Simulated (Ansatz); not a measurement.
## Geometry relaxation of WS$_{2}$ (part 2 of 2)

WS$_{2}$ (slab, 27 atoms in the cell); DFT PBE+D3(BJ), scalar-relativistic, plane waves, PAW, no spin polarisation (Ansatz 0.2.0); cutoff 420 eV, 2×2×1 k-mesh, Gaussian smearing of 0.05 eV. The structure derives from an entry of the Crystallography Open Database. The input holds or restrains some coordinates. Forces given for the steps count only the free coordinates. It belongs to a series of runs on one base structure; here: clean slab, lower planes held.

**Output, continued**
```
--- Forces (eV/Å), atoms counted from 1 ---
  atom   1  S      0.00000000     0.00000000     0.00017736
  atom   2  S      0.00000000     0.00000000     0.00017736
  atom   3  S      0.00000000     0.00000000     0.00017736
  atom   4  S      0.00000000    -0.00000000     0.00017736
  atom   5  S      0.00000000     0.00000000     0.00017736
  atom   6  S      0.00000000     0.00000000     0.00017736
  atom   7  S      0.00000000     0.00000000     0.00017736
  atom   8  S      0.00000000     0.00000000     0.00017736
  atom   9  S      0.00000000     0.00000000     0.00017736
  atom  10  W      0.00000000     0.00000000    -0.00039970
  atom  11  W      0.00000000     0.00000000    -0.00039970
  atom  12  W      0.00000000     0.00000000    -0.00039970
  atom  13  W      0.00000000     0.00000000    -0.00039970
  atom  14  W      0.00000000     0.00000000    -0.00039970
  atom  15  W      0.00000000     0.00000000    -0.00039970
  atom  16  W      0.00000000     0.00000000    -0.00039970
  atom  17  W      0.00000000    -0.00000000    -0.00039970
  atom  18  W      0.00000000     0.00000000    -0.00039970
  atom  19  S      0.00000000     0.00000000     0.00022806
  atom  20  S      0.00000000     0.00000000     0.00022806
  atom  21  S      0.00000000     0.00000000     0.00022806
  atom  22  S     -0.00000000     0.00000000     0.00022806
  atom  23  S      0.00000000     0.00000000     0.00022806
  atom  24  S      0.00000000     0.00000000     0.00022806
  atom  25  S      0.00000000     0.00000000     0.00022806
  atom  26  S      0.00000000     0.00000000     0.00022806
  atom  27  S      0.00000000     0.00000000     0.00022806
  max |Σ_I F_I| component: 5.14e-5 eV/Å
--- Band table (eV) ---
  k-point 0: bands = ["-74.2050", "-74.1909", "-74.1909", "-74.1909", "-74.1909", "-74.1909", "-74.1909", "-74.1838", "-74.1838", "-38.5924", "-38.5924", "-38.5924", "-38.5924", "-38.5924", "-38.5924", "-38.5894", "-38.5894", "-38.5545", "-38.5545", "-38.5038", "-38.4533", "-38.4533", "-38.4533", "-38.4533", "-38.4533", "-38.4533", "-38.4280", "-38.4280", "-38.3841", "-38.3841", "-38.3841", "-38.3841", "-38.3841", "-38.3841", "-38.3200", "-38.3200", "-15.1151", "-13.5953", "-13.5953", "-13.5953", "-13.5953", "-13.5953", "-13.5953", "-13.4833", "-12.9252", "-12.9252", "-12.9252", "-12.9252", "-12.9252", "-12.9252", "-12.5876", "-12.5876", "-12.5209", "-12.5209", "-6.7071", "-6.1090", "-6.1090", "-6.0938", "-6.0938", "-6.0938", "-6.0938", "-6.0938", "-6.0938", "-5.6841", "-5.6841", "-4.8438", "-4.8438", "-4.8438", "-4.8438", "-4.8438", "-4.8438", "-4.8102", "-4.8102", "-4.7951", "-4.7951", "-4.7951", "-4.7951", "-4.7951", "-4.7951", "-4.1748", "-4.1748", "-3.5721", "-3.5721", "-3.3301", "-3.3301", "-3.3301", "-3.3301", "-3.3301", "-3.3301", "-3.0869", "-3.0869", "-2.7146", "-2.7146", "-2.4819", "-2.2569", "-2.2569", "-2.2569", "-2.2569", "-2.2569", "-2.2569", "-1.8391", "-1.8391", "-1.8195", "-1.8195", "-1.8195", "-1.8195", "-1.8195", "-1.8195", "-1.5234", "-1.5234", "-1.5234", "-1.5234", "-1.5234", "-1.5234", "-0.4217", "-0.2770", "-0.2770", "1.6521", "1.6521", "2.3002", "2.3002", "2.3002", "2.3002", "2.3002", "2.3002", "2.3448", "2.3448", "2.3448", "2.3448", "2.3448", "2.3448", "2.6660", "2.6660", "2.7955", "2.7955", "3.0073", "3.0073", "3.3907", "3.3907", "3.3907", "3.3907", "3.3907", "3.3907", "3.7955"]
  k-point 1: bands = ["-74.2003", "-74.2003", "-74.1932", "-74.1932", "-74.1861", "-74.1861", "-74.1861", "-74.1861", "-74.1861", "-38.6806", "-38.6356", "-38.6356", "-38.6356", "-38.6356", "-38.5309", "-38.5309", "-38.4870", "-38.4870", "-38.4618", "-38.4618", "-38.4520", "-38.4520", "-38.4520", "-38.4520", "-38.4364", "-38.4364", "-38.4364", "-38.4364", "-38.4364", "-38.4122", "-38.4122", "-38.4052", "-38.3909", "-38.3909", "-38.3415", "-38.3415", "-14.6619", "-14.6619", "-13.8918", "-13.8918", "-13.3137", "-13.3137", "-13.0261", "-13.0261", "-12.9429", "-12.9429", "-12.9429", "-12.9429", "-12.9177", "-12.6966", "-12.6771", "-12.6771", "-12.6771", "-12.6771", "-6.8285", "-6.2807", "-6.2807", "-6.2807", "-6.2807", "-6.1851", "-6.1851", "-5.6303", "-5.6303", "-5.5693", "-5.5693", "-5.5693", "-5.5693", "-5.5017", "-4.8947", "-4.8947", "-4.7376", "-4.5602", "-4.5602", "-4.5602", "-4.5602", "-4.2697", "-4.2697", "-4.0969", "-4.0969", "-3.8155", "-3.8155", "-3.8155", "-3.8155", "-3.7564", "-3.7564", "-3.6752", "-3.4884", "-3.4884", "-3.0744", "-3.0744", "-3.0744", "-3.0744", "-2.6530", "-2.6530", "-2.5247", "-2.5247", "-2.4781", "-2.4556", "-2.4556", "-2.3117", "-2.3117", "-2.3117", "-2.3117", "-1.7038", "-1.7038", "-1.6639", "-1.6639", "-1.4853", "-1.2290", "-1.1576", "-1.1576", "-0.8865", "-0.8865", "-0.8865", "-0.8865", "-0.7092", "-0.7092", "1.7135", "1.7135", "2.0609", "2.0609", "2.3043", "2.3043", "2.3043", "2.3043", "2.4680", "2.4680", "2.5583", "2.5583", "2.5738", "2.5738", "2.6841", "2.7448", "2.7448", "3.0948", "3.1142", "3.1142", "3.1142", "3.1142", "3.3757", "3.3757", "3.3869", "3.3869", "3.3869"]
--- Relaxed structure (3 steps of the walk, 3 accepted, 0 SCFs on fresh bases) ---
  F+E_penalty+E_count = -109731.21717762 eV   max|allowed force component| = 3.997e-4 eV/Å
  atoms:
    - { symbol: S, position: [0.4444444444444444, 0.2222222222222222, 0.4178578525] }
    - { symbol: S, position: [0.4444444444444444, 0.5555555555555556, 0.4178578525] }
    - { symbol: S, position: [0.4444444444444444, 0.8888888888888888, 0.4178578525] }
    - { symbol: S, position: [0.7777777777777778, 0.22222222222222218, 0.4178578525] }
    - { symbol: S, position: [0.7777777777777778, 0.5555555555555556, 0.4178578525] }
    - { symbol: S, position: [0.7777777777777779, 0.8888888888888888, 0.4178578525] }
    - { symbol: S, position: [0.1111111111111111, 0.2222222222222222, 0.4178578525] }
    - { symbol: S, position: [0.1111111111111111, 0.5555555555555556, 0.4178578525] }
    - { symbol: S, position: [0.11111111111111116, 0.8888888888888887, 0.4178578525] }
    - { symbol: W, position: [0.2222222222222222, 0.1111111111111111, 0.5002302895930567] }
    - { symbol: W, position: [0.2222222222222222, 0.4444444444444444, 0.5002302895930567] }
    - { symbol: W, position: [0.2222222222222222, 0.7777777777777778, 0.5002302895930567] }
    - { symbol: W, position: [0.5555555555555556, 0.1111111111111111, 0.5002302895930567] }
    - { symbol: W, position: [0.5555555555555556, 0.4444444444444444, 0.5002302895930567] }
    - { symbol: W, position: [0.5555555555555556, 0.7777777777777777, 0.5002302895930567] }
    - { symbol: W, position: [0.888888888888889, 0.1111111111111111, 0.5002302895930567] }
    - { symbol: W, position: [0.888888888888889, 0.4444444444444444, 0.5002302895930567] }
    - { symbol: W, position: [0.888888888888889, 0.7777777777777777, 0.5002302895930567] }
    - { symbol: S, position: [0.4444444444444444, 0.2222222222222222, 0.582601436850466] }
    - { symbol: S, position: [0.4444444444444444, 0.5555555555555556, 0.582601436850466] }
    - { symbol: S, position: [0.4444444444444444, 0.8888888888888888, 0.582601436850466] }
    - { symbol: S, position: [0.7777777777777778, 0.22222222222222218, 0.582601436850466] }
    - { symbol: S, position: [0.7777777777777778, 0.5555555555555556, 0.582601436850466] }
    - { symbol: S, position: [0.7777777777777779, 0.8888888888888888, 0.582601436850466] }
    - { symbol: S, position: [0.1111111111111111, 0.2222222222222222, 0.582601436850466] }
    - { symbol: S, position: [0.1111111111111111, 0.5555555555555556, 0.582601436850466] }
    - { symbol: S, position: [0.11111111111111116, 0.8888888888888887, 0.582601436850466] }
```

**Trajectory as extended XYZ (Å, eV, eV/Å), 3 frames, from step=1 to step=3**
```
27
Lattice="9.4716 0.0000 0.0000 -4.7358 8.2027 0.0000 0.0000 0.0000 19.1453" Properties=species:S:1:pos:R:3:forces:R:3 step=1 energy=-109731.21364
S     3.1572    1.8228    8.0000    0.0000   0.0000  -0.0783
S     1.5786    4.5570    8.0000    0.0000   0.0000  -0.0783
S     0.0000    7.2912    8.0000    0.0000   0.0000  -0.0783
S     6.3144    1.8228    8.0000    0.0000   0.0000  -0.0783
S     4.7358    4.5570    8.0000    0.0000   0.0000  -0.0783
S     3.1572    7.2912    8.0000    0.0000   0.0000  -0.0783
S     0.0000    1.8228    8.0000    0.0000   0.0000  -0.0783
S    -1.5786    4.5570    8.0000    0.0000   0.0000  -0.0783
S    -3.1572    7.2912    8.0000    0.0000   0.0000  -0.0783
W     1.5786    0.9114    9.5732    0.0000   0.0000  -0.0201
W     0.0000    3.6456    9.5732    0.0000   0.0000  -0.0201
W    -1.5786    6.3798    9.5732    0.0000   0.0000  -0.0201
W     4.7358    0.9114    9.5732    0.0000   0.0000  -0.0201
W     3.1572    3.6456    9.5732    0.0000   0.0000  -0.0201
W     1.5786    6.3798    9.5732    0.0000   0.0000  -0.0201
W     7.8930    0.9114    9.5732    0.0000   0.0000  -0.0201
W     6.3144    3.6456    9.5732    0.0000   0.0000  -0.0201
W     4.7358    6.3798    9.5732    0.0000   0.0000  -0.0201
S     3.1572    1.8228   11.1453    0.0000   0.0000   0.0983
S     1.5786    4.5570   11.1453    0.0000   0.0000   0.0983
S     0.0000    7.2912   11.1453    0.0000   0.0000   0.0983
S     6.3144    1.8228   11.1453    0.0000   0.0000   0.0983
S     4.7358    4.5570   11.1453    0.0000   0.0000   0.0983
S     3.1572    7.2912   11.1453    0.0000   0.0000   0.0983
S     0.0000    1.8228   11.1453    0.0000   0.0000   0.0983
S    -1.5786    4.5570   11.1453    0.0000   0.0000   0.0983
S    -3.1572    7.2912   11.1453    0.0000   0.0000   0.0983
27
Lattice="9.4716 0.0000 0.0000 -4.7358 8.2027 0.0000 0.0000 0.0000 19.1453" Properties=species:S:1:pos:R:3:forces:R:3 step=2 energy=-109731.21626
S     3.1572    1.8228    8.0000    0.0000   0.0000   0.0416
S     1.5786    4.5570    8.0000    0.0000   0.0000   0.0416
S     0.0000    7.2912    8.0000    0.0000   0.0000   0.0416
S     6.3144    1.8228    8.0000    0.0000   0.0000   0.0416
S     4.7358    4.5570    8.0000    0.0000   0.0000   0.0416
S     3.1572    7.2912    8.0000    0.0000   0.0000   0.0416
S     0.0000    1.8228    8.0000    0.0000   0.0000   0.0416
S    -1.5786    4.5570    8.0000    0.0000   0.0000   0.0416
S    -3.1572    7.2912    8.0000    0.0000   0.0000   0.0416
W     1.5786    0.9114    9.5791    0.0000   0.0000   0.0064
W     0.0000    3.6456    9.5791    0.0000   0.0000   0.0064
W    -1.5786    6.3798    9.5791    0.0000   0.0000   0.0064
W     4.7358    0.9114    9.5791    0.0000   0.0000   0.0064
W     3.1572    3.6456    9.5791    0.0000   0.0000   0.0064
W     1.5786    6.3798    9.5791    0.0000   0.0000   0.0064
W     7.8930    0.9114    9.5791    0.0000   0.0000   0.0064
W     6.3144    3.6456    9.5791    0.0000   0.0000   0.0064
W     4.7358    6.3798    9.5791    0.0000   0.0000   0.0064
S     3.1572    1.8228   11.1586    0.0000   0.0000  -0.0480
S     1.5786    4.5570   11.1586    0.0000   0.0000  -0.0480
S     0.0000    7.2912   11.1586    0.0000   0.0000  -0.0480
S     6.3144    1.8228   11.1586    0.0000   0.0000  -0.0480
S     4.7358    4.5570   11.1586    0.0000   0.0000  -0.0480
S     3.1572    7.2912   11.1586    0.0000   0.0000  -0.0480
S     0.0000    1.8228   11.1586    0.0000   0.0000  -0.0480
S    -1.5786    4.5570   11.1586    0.0000   0.0000  -0.0480
S    -3.1572    7.2912   11.1586    0.0000   0.0000  -0.0480
27
Lattice="9.4716 0.0000 0.0000 -4.7358 8.2027 0.0000 0.0000 0.0000 19.1453" Properties=species:S:1:pos:R:3:forces:R:3 step=3 energy=-109731.21718
S     3.1572    1.8228    8.0000    0.0000   0.0000   0.0002
S     1.5786    4.5570    8.0000    0.0000   0.0000   0.0002
S     0.0000    7.2912    8.0000    0.0000   0.0000   0.0002
S     6.3144    1.8228    8.0000    0.0000   0.0000   0.0002
S     4.7358    4.5570    8.0000    0.0000   0.0000   0.0002
S     3.1572    7.2912    8.0000    0.0000   0.0000   0.0002
S     0.0000    1.8228    8.0000    0.0000   0.0000   0.0002
S    -1.5786    4.5570    8.0000    0.0000   0.0000   0.0002
S    -3.1572    7.2912    8.0000    0.0000   0.0000   0.0002
W     1.5786    0.9114    9.5770    0.0000   0.0000  -0.0004
W     0.0000    3.6456    9.5770    0.0000   0.0000  -0.0004
W    -1.5786    6.3798    9.5770    0.0000   0.0000  -0.0004
W     4.7358    0.9114    9.5770    0.0000   0.0000  -0.0004
W     3.1572    3.6456    9.5770    0.0000   0.0000  -0.0004
W     1.5786    6.3798    9.5770    0.0000   0.0000  -0.0004
W     7.8930    0.9114    9.5770    0.0000   0.0000  -0.0004
W     6.3144    3.6456    9.5770    0.0000   0.0000  -0.0004
W     4.7358    6.3798    9.5770    0.0000   0.0000  -0.0004
S     3.1572    1.8228   11.1541    0.0000   0.0000   0.0002
S     1.5786    4.5570   11.1541    0.0000   0.0000   0.0002
S     0.0000    7.2912   11.1541    0.0000   0.0000   0.0002
S     6.3144    1.8228   11.1541    0.0000   0.0000   0.0002
S     4.7358    4.5570   11.1541    0.0000   0.0000   0.0002
S     3.1572    7.2912   11.1541    0.0000   0.0000   0.0002
S     0.0000    1.8228   11.1541    0.0000   0.0000   0.0002
S    -1.5786    4.5570   11.1541    0.0000   0.0000   0.0002
S    -3.1572    7.2912   11.1541    0.0000   0.0000   0.0002
```

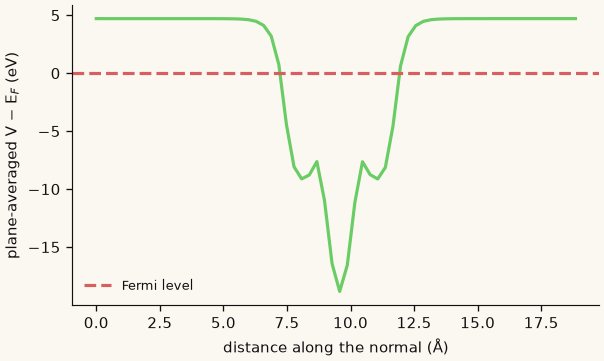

Plane average of the electrostatic potential energy of an electron across the cell, from the Fermi level. The vacuum level lies 4.72 eV above the Fermi level.

**Summary**

```csv
quantity,value
outcome,converged under the restraints of the input
electrons treated,234
free energy,−109731.2172 eV
"work function, top face",4.72 eV
"work function, bottom face",4.71 eV
Fermi energy,0.688 eV
gap on the k-point mesh,1.93 eV
final volume,1487.44 Å³
work function (upper face),4.72 eV
"largest force (length of the vector) at the end, held atoms and coordinates included",under 0.001 eV/Å
wall time,13 s (CPU time 49 s)
peak memory,2.4 GiB
```

Spin–orbit coupling is left out, which matters for W.
